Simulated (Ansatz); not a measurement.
# Nudged elastic band of Sr16Ti16O47 (charge +2) (part 2 of 4)

The same run, continued: Sr16Ti16O47 (defect cell, 79 atoms in the cell, total charge +2); DFT PBE, scalar-relativistic, plane waves, PAW, no spin polarisation (Ansatz 0.2.0); cutoff 420 eV, 2×2×2 k-mesh, Gaussian smearing of 0.02 eV. The structure derives from a Materials Project entry. It belongs to a series of runs on one base structure; here: climbing-image band for the jump of O by 2.47 A.

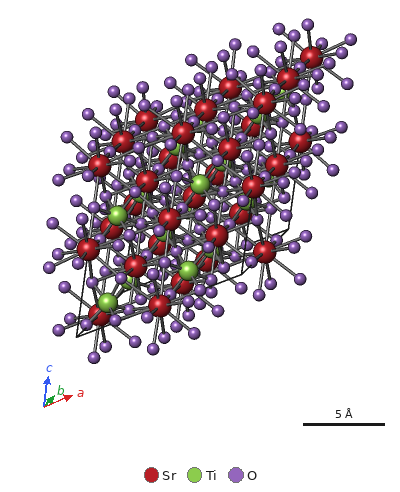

Figure 1. The input geometry (ball-and-stick view of the cell of the calculation, seen slightly off an axis; bonded neighbours outside the cell are drawn too).

**Output, continued**
```
SCF iter   1: F=—  HF=-123525.647935 eV  |F-HF|=—  |Δ(HF+E_count)|=         —  Δρ=5.93e-3  dr2=3.17e-1  ethr=1.77e-3  ⟨swp⟩=7.0  Hψ=14177  notcnv=0  defer=64
SCF iter   2: F=—  HF=-123525.586441 eV  |F-HF|=—  |Δ(HF+E_count)|=   6.15e-2  Δρ=2.33e-3  dr2=7.14e-2  ethr=5.01e-5  ⟨swp⟩=3.0  Hψ=4856  notcnv=0  defer=563
SCF iter   3: F=—  HF=-123525.577484 eV  |F-HF|=—  |Δ(HF+E_count)|=   8.96e-3  Δρ=6.52e-4  dr2=8.96e-3  ethr=1.13e-5  ⟨swp⟩=2.0  Hψ=4319  notcnv=0  defer=563
SCF iter   4: F=—  HF=-123525.577769 eV  |F-HF|=—  |Δ(HF+E_count)|=   2.85e-4  Δρ=2.35e-4  dr2=1.00e-3  ethr=1.42e-6  ⟨swp⟩=2.0  Hψ=4998  notcnv=0  defer=563
SCF iter   5: F=—  HF=-123525.578210 eV  |F-HF|=—  |Δ(HF+E_count)|=   4.41e-4  Δρ=6.64e-5  dr2=6.36e-5  ethr=1.58e-7  ⟨swp⟩=2.0  Hψ=4987  notcnv=0  defer=563
SCF iter   6: F=—  HF=-123525.580027 eV  |F-HF|=—  |Δ(HF+E_count)|=   1.82e-3  Δρ=3.05e-5  dr2=9.27e-6  ethr=1.01e-8  ⟨swp⟩=2.0  Hψ=5394  notcnv=0  defer=563
SCF iter   7: F=—  HF=-123525.580032 eV  |F-HF|=—  |Δ(HF+E_count)|=   4.44e-6  Δρ=7.32e-6  dr2=6.93e-7  ethr=1.47e-9  ⟨swp⟩=2.0  Hψ=5064  notcnv=0  defer=563
SCF iter   8: F=-123525.580032 eV  HF=-123525.580032 eV  |F-HF|=2.04e-10  |Δ(HF+E_count)|=   3.32e-7  Δρ=1.86e-6  dr2=4.67e-8  ethr=1.58e-11  ⟨swp⟩=5.0  Hψ=10205  notcnv=0
SCF 2 converged in 8 iterations: F = -123525.580032 eV  dr2 = 4.67e-8
[... from here on the iterations of each SCF are left out, up to the last one ...]
NSCF: frozen V_eff on 8 k-points
NEB end point (image 0): max|allowed force component| = 1.310e-2 eV/Å (the criterion of neb.relax_end_points is 1.000e-2)
NEB end point (image 6): max|allowed force component| = 1.310e-2 eV/Å (the criterion of neb.relax_end_points is 1.000e-2)
NEB image 1
preconditioner: auto → Resta (q_TF=auto, 2.538 Å⁻¹)  ε∞=5.7  [insulator: Δε(μ)=1.694 eV  Ē_g=11.885 eV  σ=0.020 eV  W_gap=1.00  n_scr=282 (ndim 8)  ℏωp=25.8 eV  f_vac=0.002  D(μ)=0.00/eV (n_scr^D=0)  ε∞_Penn≈5.7]
SCF 3 converged in 8 iterations: F = -123525.070219 eV  dr2 = 4.07e-8
NEB image 2
preconditioner: auto → Resta (q_TF=auto, 2.538 Å⁻¹)  ε∞=5.7  [insulator: Δε(μ)=1.647 eV  Ē_g=11.896 eV  σ=0.020 eV  W_gap=1.00  n_scr=282 (ndim 8)  ℏωp=25.8 eV  f_vac=0.001  D(μ)=0.00/eV (n_scr^D=0)  ε∞_Penn≈5.7]
SCF 4 converged in 8 iterations: F = -123524.111754 eV  dr2 = 4.26e-8
NEB image 3
preconditioner: auto → Resta (q_TF=auto, 2.538 Å⁻¹)  ε∞=5.7  [insulator: Δε(μ)=1.640 eV  Ē_g=11.900 eV  σ=0.020 eV  W_gap=1.00  n_scr=282 (ndim 8)  ℏωp=25.8 eV  f_vac=0.001  D(μ)=0.00/eV (n_scr^D=0)  ε∞_Penn≈5.7]
SCF 5 converged in 8 iterations: F = -123523.619777 eV  dr2 = 3.35e-8
NEB image 4
SCF 6 converged in 8 iterations: F = -123524.111754 eV  dr2 = 4.30e-8
NEB image 5
SCF 7 converged in 8 iterations: F = -123525.070219 eV  dr2 = 4.11e-8
NEB iter   1: max|band force component| = 5.924e0 eV/Å  barrier→ = 1.9603 eV  barrier← = 1.9603 eV  Δτ_max = 0.1523 Å  (56 SCF iters)
NEB image 1
Initial density: handed on by an earlier stage of this run
Initial wavefunctions: those handed on with the density
preconditioner: auto → Resta (q_TF=auto, 2.538 Å⁻¹)  ε∞=5.7  [insulator: Δε(μ)=1.679 eV  Ē_g=11.941 eV  σ=0.020 eV  W_gap=1.00  n_scr=282 (ndim 8)  ℏωp=25.8 eV  f_vac=0.005  D(μ)=0.00/eV (n_scr^D=0)  ε∞_Penn≈5.7]
SCF 8 converged in 8 iterations: F = -123525.287382 eV  dr2 = 4.83e-8
NEB image 2
preconditioner: auto → Resta (q_TF=auto, 2.538 Å⁻¹)  ε∞=5.7  [insulator: Δε(μ)=1.572 eV  Ē_g=11.960 eV  σ=0.020 eV  W_gap=1.00  n_scr=282 (ndim 8)  ℏωp=25.8 eV  f_vac=0.006  D(μ)=0.00/eV (n_scr^D=0)  ε∞_Penn≈5.7]
SCF 9 converged in 8 iterations: F = -123524.817260 eV  dr2 = 5.17e-8
NEB image 3
preconditioner: auto → Resta (q_TF=auto, 2.538 Å⁻¹)  ε∞=5.7  [insulator: Δε(μ)=1.551 eV  Ē_g=11.970 eV  σ=0.020 eV  W_gap=1.00  n_scr=282 (ndim 8)  ℏωp=25.8 eV  f_vac=0.007  D(μ)=0.00/eV (n_scr^D=0)  ε∞_Penn≈5.7]
SCF 10 converged in 8 iterations: F = -123524.582375 eV  dr2 = 8.10e-8
NEB image 4
SCF 11 converged in 8 iterations: F = -123524.817259 eV  dr2 = 5.16e-8
NEB image 5
SCF 12 converged in 8 iterations: F = -123525.287382 eV  dr2 = 4.67e-8
NEB iter   2: max|band force component| = 1.765e0 eV/Å  barrier→ = 0.9977 eV  barrier← = 0.9977 eV  Δτ_max = 0.1297 Å  (40 SCF iters)
[... from here on the SCF iterations and repeated set-up lines of each step are left out, up to the last step ...]
NEB image 1
SCF 13 converged in 8 iterations: F = -123525.440345 eV  dr2 = 3.22e-8
NEB image 2
SCF 14 converged in 9 iterations: F = -123525.168355 eV  dr2 = 9.27e-9
NEB image 3
SCF 15 converged in 9 iterations: F = -123525.038419 eV  dr2 = 1.02e-8
NEB image 4
SCF 16 converged in 9 iterations: F = -123525.168354 eV  dr2 = 9.22e-9
NEB image 5
SCF 17 converged in 8 iterations: F = -123525.440345 eV  dr2 = 3.15e-8
NEB iter   3: max|band force component| = 1.072e0 eV/Å  barrier→ = 0.5416 eV  barrier← = 0.5416 eV  Δτ_max = 0.0352 Å  (43 SCF iters)
NEB image 1
SCF 18 converged in 7 iterations: F = -123525.482229 eV  dr2 = 2.72e-8
NEB image 2
SCF 19 converged in 7 iterations: F = -123525.279214 eV  dr2 = 7.12e-8
NEB image 3
SCF 20 converged in 7 iterations: F = -123525.182650 eV  dr2 = 9.54e-8
NEB image 4
SCF 21 converged in 7 iterations: F = -123525.279213 eV  dr2 = 7.16e-8
NEB image 5
SCF 22 converged in 7 iterations: F = -123525.482229 eV  dr2 = 2.63e-8
NEB iter   4: max|band force component| = 4.901e-1 eV/Å  barrier→ = 0.3974 eV  barrier← = 0.3974 eV  CI = image 3  Δτ_max = 0.0452 Å  (35 SCF iters)
NEB image 1
SCF 23 converged in 7 iterations: F = -123525.514017 eV  dr2 = 5.17e-8
NEB image 2
SCF 24 converged in 8 iterations: F = -123525.345168 eV  dr2 = 1.90e-8
NEB image 3
SCF 25 converged in 8 iterations: F = -123525.255383 eV  dr2 = 1.99e-8
NEB image 4
SCF 26 converged in 8 iterations: F = -123525.345168 eV  dr2 = 1.90e-8
NEB image 5
SCF 27 converged in 7 iterations: F = -123525.514017 eV  dr2 = 5.12e-8
NEB iter   5: max|band force component| = 3.511e-1 eV/Å  barrier→ = 0.3246 eV  barrier← = 0.3246 eV  CI = image 3  Δτ_max = 0.0170 Å  (38 SCF iters)
NEB image 1
SCF 28 converged in 7 iterations: F = -123525.528333 eV  dr2 = 9.70e-9
NEB image 2
SCF 29 converged in 7 iterations: F = -123525.366880 eV  dr2 = 1.83e-8
NEB image 3
SCF 30 converged in 7 iterations: F = -123525.276407 eV  dr2 = 2.02e-8
NEB image 4
SCF 31 converged in 7 iterations: F = -123525.366880 eV  dr2 = 1.82e-8
NEB image 5
SCF 32 converged in 7 iterations: F = -123525.528333 eV  dr2 = 9.65e-9
NEB iter   6: max|band force component| = 2.458e-1 eV/Å  barrier→ = 0.3036 eV  barrier← = 0.3036 eV  CI = image 3  Δτ_max = 0.0229 Å  (35 SCF iters)
NEB image 1
SCF 33 converged in 7 iterations: F = -123525.540145 eV  dr2 = 1.56e-8
NEB image 2
SCF 34 converged in 7 iterations: F = -123525.382933 eV  dr2 = 1.99e-8
NEB image 3
SCF 35 converged in 7 iterations: F = -123525.289798 eV  dr2 = 1.11e-8
NEB image 4
SCF 36 converged in 7 iterations: F = -123525.382933 eV  dr2 = 1.96e-8
NEB image 5
SCF 37 converged in 7 iterations: F = -123525.540145 eV  dr2 = 1.46e-8
NEB iter   7: max|band force component| = 1.133e-1 eV/Å  barrier→ = 0.2902 eV  barrier← = 0.2902 eV  CI = image 3  Δτ_max = 0.0104 Å  (35 SCF iters)
NEB image 1
SCF 38 converged in 6 iterations: F = -123525.547456 eV  dr2 = 3.83e-8
NEB image 2
SCF 39 converged in 6 iterations: F = -123525.391591 eV  dr2 = 4.84e-8
NEB image 3
SCF 40 converged in 6 iterations: F = -123525.298219 eV  dr2 = 6.89e-8
NEB image 4
SCF 41 converged in 6 iterations: F = -123525.391592 eV  dr2 = 4.73e-8
NEB image 5
SCF 42 converged in 6 iterations: F = -123525.547456 eV  dr2 = 3.62e-8
NEB iter   8: max|band force component| = 1.191e-1 eV/Å  barrier→ = 0.2818 eV  barrier← = 0.2818 eV  CI = image 3  Δτ_max = 0.0052 Å  (30 SCF iters)
NEB image 1
SCF 43 converged in 6 iterations: F = -123525.555097 eV  dr2 = 4.96e-8
NEB image 2
SCF 44 converged in 6 iterations: F = -123525.400683 eV  dr2 = 5.94e-8
NEB image 3
SCF 45 converged in 6 iterations: F = -123525.303408 eV  dr2 = 1.59e-8
NEB image 4
SCF 46 converged in 6 iterations: F = -123525.400684 eV  dr2 = 5.74e-8
NEB image 5
SCF 47 converged in 6 iterations: F = -123525.555097 eV  dr2 = 5.04e-8
NEB iter   9: max|band force component| = 1.136e-1 eV/Å  barrier→ = 0.2766 eV  barrier← = 0.2766 eV  CI = image 3  Δτ_max = 0.0052 Å  (30 SCF iters)
NEB image 1
SCF 48 converged in 6 iterations: F = -123525.561826 eV  dr2 = 5.18e-8
NEB image 2
SCF 49 converged in 6 iterations: F = -123525.408296 eV  dr2 = 3.61e-8
NEB image 3
SCF 50 converged in 6 iterations: F = -123525.308116 eV  dr2 = 4.57e-9
NEB image 4
SCF 51 converged in 6 iterations: F = -123525.408296 eV  dr2 = 3.34e-8
NEB image 5
SCF 52 converged in 6 iterations: F = -123525.561827 eV  dr2 = 5.01e-8
NEB iter  10: max|band force component| = 1.210e-1 eV/Å  barrier→ = 0.2719 eV  barrier← = 0.2719 eV  CI = image 3  Δτ_max = 0.0052 Å  (30 SCF iters)
NEB image 1
SCF 53 converged in 6 iterations: F = -123525.568058 eV  dr2 = 3.39e-8
NEB image 2
SCF 54 converged in 6 iterations: F = -123525.414877 eV  dr2 = 2.68e-8
NEB image 3
SCF 55 converged in 6 iterations: F = -123525.313325 eV  dr2 = 4.89e-9
NEB image 4
SCF 56 converged in 6 iterations: F = -123525.414878 eV  dr2 = 2.71e-8
NEB image 5
SCF 57 converged in 6 iterations: F = -123525.568058 eV  dr2 = 3.59e-8
NEB iter  11: max|band force component| = 1.525e-1 eV/Å  barrier→ = 0.2667 eV  barrier← = 0.2667 eV  CI = image 3  Δτ_max = 0.0052 Å  (30 SCF iters)
NEB image 1
SCF 58 converged in 6 iterations: F = -123525.575047 eV  dr2 = 3.75e-8
NEB image 2
SCF 59 converged in 6 iterations: F = -123525.421804 eV  dr2 = 2.82e-8
NEB image 3
SCF 60 converged in 6 iterations: F = -123525.317844 eV  dr2 = 3.02e-9
NEB image 4
SCF 61 converged in 6 iterations: F = -123525.421804 eV  dr2 = 2.69e-8
NEB image 5
SCF 62 converged in 6 iterations: F = -123525.575047 eV  dr2 = 3.53e-8
NEB iter  12: max|band force component| = 1.624e-1 eV/Å  barrier→ = 0.2622 eV  barrier← = 0.2622 eV  CI = image 3  Δτ_max = 0.0052 Å  (30 SCF iters)
NEB image 1
SCF 63 converged in 6 iterations: F = -123525.582033 eV  dr2 = 3.38e-8
NEB image 2
SCF 64 converged in 6 iterations: F = -123525.428709 eV  dr2 = 2.46e-8
NEB image 3
SCF 65 converged in 6 iterations: F = -123525.322229 eV  dr2 = 3.22e-9
NEB image 4
SCF 66 converged in 6 iterations: F = -123525.428710 eV  dr2 = 2.54e-8
NEB image 5
SCF 67 converged in 6 iterations: F = -123525.582033 eV  dr2 = 3.43e-8
NEB iter  13: max|band force component| = 1.589e-1 eV/Å  barrier→ = 0.2578 eV  barrier← = 0.2578 eV  CI = image 3  Δτ_max = 0.0104 Å  (30 SCF iters)
NEB image 1
SCF 68 converged in 6 iterations: F = -123525.592871 eV  dr2 = 6.28e-8
NEB image 2
SCF 69 converged in 6 iterations: F = -123525.439303 eV  dr2 = 2.98e-8
NEB image 3
SCF 70 converged in 6 iterations: F = -123525.330123 eV  dr2 = 1.00e-8
NEB image 4
SCF 71 converged in 6 iterations: F = -123525.439303 eV  dr2 = 3.07e-8
NEB image 5
SCF 72 converged in 6 iterations: F = -123525.592871 eV  dr2 = 6.45e-8
NEB iter  14: max|band force component| = 1.595e-1 eV/Å  barrier→ = 0.2499 eV  barrier← = 0.2499 eV  CI = image 3  Δτ_max = 0.0104 Å  (30 SCF iters)
NEB image 1
SCF 73 converged in 6 iterations: F = -123525.602869 eV  dr2 = 7.07e-8
NEB image 2
SCF 74 converged in 6 iterations: F = -123525.449181 eV  dr2 = 3.81e-8
NEB image 3
SCF 75 converged in 6 iterations: F = -123525.336839 eV  dr2 = 1.21e-8
NEB image 4
SCF 76 converged in 6 iterations: F = -123525.449181 eV  dr2 = 3.83e-8
NEB image 5
SCF 77 converged in 6 iterations: F = -123525.602868 eV  dr2 = 7.02e-8
NEB iter  15: max|band force component| = 1.393e-1 eV/Å  barrier→ = 0.2432 eV  barrier← = 0.2432 eV  CI = image 3  Δτ_max = 0.0104 Å  (30 SCF iters)
NEB image 1
SCF 78 converged in 6 iterations: F = -123525.610474 eV  dr2 = 6.44e-8
NEB image 2
SCF 79 converged in 6 iterations: F = -123525.456807 eV  dr2 = 3.30e-8
NEB image 3
SCF 80 converged in 6 iterations: F = -123525.341408 eV  dr2 = 8.74e-9
NEB image 4
SCF 81 converged in 6 iterations: F = -123525.456807 eV  dr2 = 3.44e-8
NEB image 5
SCF 82 converged in 6 iterations: F = -123525.610474 eV  dr2 = 6.72e-8
NEB iter  16: max|band force component| = 1.371e-1 eV/Å  barrier→ = 0.2386 eV  barrier← = 0.2386 eV  CI = image 3  Δτ_max = 0.0104 Å  (30 SCF iters)
NEB image 1
SCF 83 converged in 6 iterations: F = -123525.616753 eV  dr2 = 9.61e-8
NEB image 2
SCF 84 converged in 6 iterations: F = -123525.462481 eV  dr2 = 5.75e-8
NEB image 3
SCF 85 converged in 6 iterations: F = -123525.343846 eV  dr2 = 1.83e-8
NEB image 4
SCF 86 converged in 6 iterations: F = -123525.462481 eV  dr2 = 5.75e-8
NEB image 5
SCF 87 converged in 6 iterations: F = -123525.616751 eV  dr2 = 9.32e-8
NEB iter  17: max|band force component| = 1.153e-1 eV/Å  barrier→ = 0.2362 eV  barrier← = 0.2362 eV  CI = image 3  Δτ_max = 0.0052 Å  (30 SCF iters)
NEB image 1
SCF 88 converged in 6 iterations: F = -123525.621347 eV  dr2 = 3.67e-8
NEB image 2
SCF 89 converged in 6 iterations: F = -123525.465954 eV  dr2 = 1.61e-8
NEB image 3
SCF 90 converged in 6 iterations: F = -123525.345329 eV  dr2 = 9.70e-9
NEB image 4
SCF 91 converged in 6 iterations: F = -123525.465954 eV  dr2 = 1.72e-8
NEB image 5
SCF 92 converged in 6 iterations: F = -123525.621346 eV  dr2 = 3.79e-8
NEB iter  18: max|band force component| = 1.277e-1 eV/Å  barrier→ = 0.2347 eV  barrier← = 0.2347 eV  CI = image 3  Δτ_max = 0.0052 Å  (30 SCF iters)
NEB image 1
SCF 93 converged in 6 iterations: F = -123525.624791 eV  dr2 = 2.69e-8
NEB image 2
SCF 94 converged in 6 iterations: F = -123525.468532 eV  dr2 = 1.49e-8
NEB image 3
SCF 95 converged in 6 iterations: F = -123525.346560 eV  dr2 = 7.93e-9
NEB image 4
SCF 96 converged in 6 iterations: F = -123525.468532 eV  dr2 = 1.53e-8
NEB image 5
SCF 97 converged in 6 iterations: F = -123525.624790 eV  dr2 = 2.79e-8
NEB iter  19: max|band force component| = 1.471e-1 eV/Å  barrier→ = 0.2335 eV  barrier← = 0.2335 eV  CI = image 3  Δτ_max = 0.0052 Å  (30 SCF iters)
NEB image 1
SCF 98 converged in 6 iterations: F = -123525.628217 eV  dr2 = 1.86e-8
NEB image 2
SCF 99 converged in 6 iterations: F = -123525.471152 eV  dr2 = 7.00e-9
NEB image 3
SCF 100 converged in 6 iterations: F = -123525.347371 eV  dr2 = 2.51e-9
NEB image 4
SCF 101 converged in 6 iterations: F = -123525.471152 eV  dr2 = 7.02e-9
NEB image 5
SCF 102 converged in 6 iterations: F = -123525.628216 eV  dr2 = 2.07e-8
NEB iter  20: max|band force component| = 1.467e-1 eV/Å  barrier→ = 0.2327 eV  barrier← = 0.2327 eV  CI = image 3  Δτ_max = 0.0104 Å  (30 SCF iters)
NEB image 1
SCF 103 converged in 6 iterations: F = -123525.631857 eV  dr2 = 6.03e-8
NEB image 2
SCF 104 converged in 6 iterations: F = -123525.474481 eV  dr2 = 3.39e-8
NEB image 3
SCF 105 converged in 6 iterations: F = -123525.348160 eV  dr2 = 2.16e-9
NEB image 4
SCF 106 converged in 6 iterations: F = -123525.474481 eV  dr2 = 3.41e-8
NEB image 5
SCF 107 converged in 6 iterations: F = -123525.631857 eV  dr2 = 6.34e-8
NEB iter  21: max|band force component| = 1.229e-1 eV/Å  barrier→ = 0.2319 eV  barrier← = 0.2319 eV  CI = image 3  Δτ_max = 0.0094 Å  (30 SCF iters)
NEB image 1
SCF 108 converged in 6 iterations: F = -123525.634547 eV  dr2 = 1.10e-8
NEB image 2
SCF 109 converged in 6 iterations: F = -123525.476801 eV  dr2 = 5.13e-9
NEB image 3
SCF 110 converged in 6 iterations: F = -123525.348962 eV  dr2 = 2.05e-9
NEB image 4
SCF 111 converged in 6 iterations: F = -123525.476800 eV  dr2 = 5.02e-9
NEB image 5
SCF 112 converged in 6 iterations: F = -123525.634547 eV  dr2 = 1.18e-8
NEB iter  22: max|band force component| = 6.817e-2 eV/Å  barrier→ = 0.2311 eV  barrier← = 0.2311 eV  CI = image 3  Δτ_max = 0.0208 Å  (30 SCF iters)
NEB image 1
SCF 113 converged in 6 iterations: F = -123525.634535 eV  dr2 = 7.16e-8
NEB image 2
SCF 114 converged in 6 iterations: F = -123525.476517 eV  dr2 = 5.12e-8
NEB image 3
SCF 115 converged in 6 iterations: F = -123525.349624 eV  dr2 = 1.15e-9
NEB image 4
SCF 116 converged in 6 iterations: F = -123525.476517 eV  dr2 = 5.28e-8
NEB image 5
SCF 117 converged in 6 iterations: F = -123525.634537 eV  dr2 = 7.30e-8
NEB iter  23: max|band force component| = 1.690e-1 eV/Å  barrier→ = 0.2304 eV  barrier← = 0.2304 eV  CI = image 3  Δτ_max = 0.0073 Å  (30 SCF iters)
NEB image 1
SCF 118 converged in 6 iterations: F = -123525.637875 eV  dr2 = 2.41e-8
NEB image 2
SCF 119 converged in 6 iterations: F = -123525.479963 eV  dr2 = 1.82e-8
NEB image 3
SCF 120 converged in 6 iterations: F = -123525.350130 eV  dr2 = 1.58e-9
NEB image 4
SCF 121 converged in 6 iterations: F = -123525.479963 eV  dr2 = 1.98e-8
NEB image 5
SCF 122 converged in 6 iterations: F = -123525.637875 eV  dr2 = 2.19e-8
NEB iter  24: max|band force component| = 5.590e-2 eV/Å  barrier→ = 0.2299 eV  barrier← = 0.2299 eV  CI = image 3  Δτ_max = 0.0104 Å  (30 SCF iters)
NEB image 1
SCF 123 converged in 7 iterations: F = -123525.635286 eV  dr2 = 1.00e-8
NEB image 2
SCF 124 converged in 7 iterations: F = -123525.476295 eV  dr2 = 8.90e-9
NEB image 3
SCF 125 converged in 6 iterations: F = -123525.350440 eV  dr2 = 1.40e-9
NEB image 4
SCF 126 converged in 7 iterations: F = -123525.476295 eV  dr2 = 8.92e-9
NEB image 5
SCF 127 converged in 7 iterations: F = -123525.635284 eV  dr2 = 9.85e-9
NEB iter  25: max|band force component| = 1.513e-1 eV/Å  barrier→ = 0.2296 eV  barrier← = 0.2296 eV  CI = image 3  Δτ_max = 0.0052 Å  (34 SCF iters)
NEB image 1
SCF 128 converged in 6 iterations: F = -123525.638195 eV  dr2 = 4.91e-8
NEB image 2
SCF 129 converged in 6 iterations: F = -123525.478896 eV  dr2 = 5.45e-8
NEB image 3
SCF 130 converged in 6 iterations: F = -123525.350679 eV  dr2 = 1.55e-9
NEB image 4
SCF 131 converged in 6 iterations: F = -123525.478896 eV  dr2 = 5.57e-8
NEB image 5
SCF 132 converged in 6 iterations: F = -123525.638196 eV  dr2 = 4.86e-8
```
